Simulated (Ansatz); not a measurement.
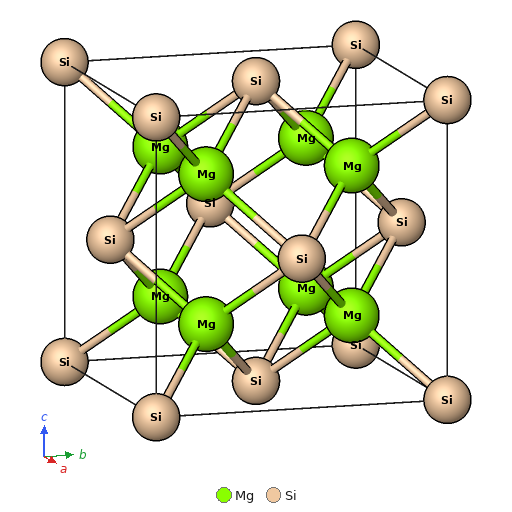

System: Mg₂Si, space group Fm-3m (No. 225). The picture shows the conventional cell.

Structure:
```cif
data_structure
_symmetry_space_group_name_H-M 'P 1'
_symmetry_Int_Tables_number 1
_cell_length_a 4.5184
_cell_length_b 4.5184
_cell_length_c 4.5184
_cell_angle_alpha 60.000
_cell_angle_beta 60.000
_cell_angle_gamma 60.000
_cell_volume 65.23
loop_
_atom_site_label
_atom_site_type_symbol
_atom_site_fract_x
_atom_site_fract_y
_atom_site_fract_z
_atom_site_occupancy
Mg1 Mg 0.25000 0.25000 0.25000 1
Mg2 Mg 0.75000 0.75000 0.75000 1
Si1 Si 0.00000 0.00000 0.00000 1
```

Input of one of the runs behind the figure:
```
crystal:
  lattice:
    - [0.0, 3.2056146959, 3.2056146959]
    - [3.2056146959, 0.0, 3.2056146959]
    - [3.2056146959, 3.2056146959, 0.0]
  atoms:
    - { symbol: Mg, position: [0.25, 0.25, 0.25] }
    - { symbol: Mg, position: [0.75, 0.75, 0.75] }
    - { symbol: Si, position: [0.0, 0.0, 0.0] }
kpoints:
  mp_grid: { grid: [9, 9, 9] }
scf:
  occupations: { method: fermi_dirac, width: 0.05 }
hamiltonian:
  xc: pbe
  pseudopotentials: { kind: paw }
output:
  forces: true
  stress: true
  eigenvalues: true
  efg: { contact_densities: true }
  write_density: true
  write_potential: true
  elf: true
  volumetric_format: npy
```

Command:
```bash
ansatz run input.yaml --threads 1 --pin off --max-ram 4096MiB --backend cpu --events-out ev --progress --plain --runs-dir out
```

How it was computed, with Ansatz 0.2.0: periodic Kohn-Sham DFT of a crystal at fixed atoms, scaled to the stated factor times the given cell; pressure positive in compression. Level: PBE.

```csv
setting,value
method,frozen-core PAW
relativity,scalar
k mesh,9×9×9
occupations,Fermi–Dirac
smearing width,0.05 eV
wave cutoff,420 eV
PAW set,soft_2
```

V(given) is 21.74 Å³/atom.

Predict the pressure against V/V(given). The V/V(given) takes the values 0.94, 0.98, 1.01, 1.04.

The pressure falls from 2.986 GPa at V/V(given) 0.94 to −2.491 GPa at 1.04, and changes sign near 0.99.

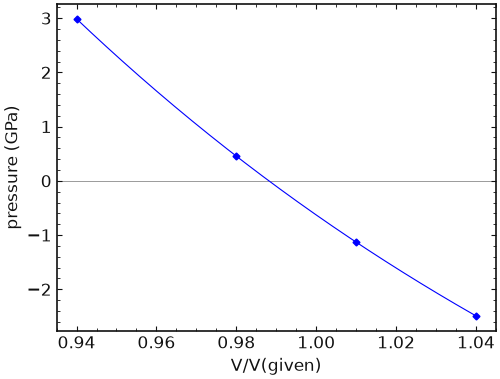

Caveats: small gap, it may come from the mesh.
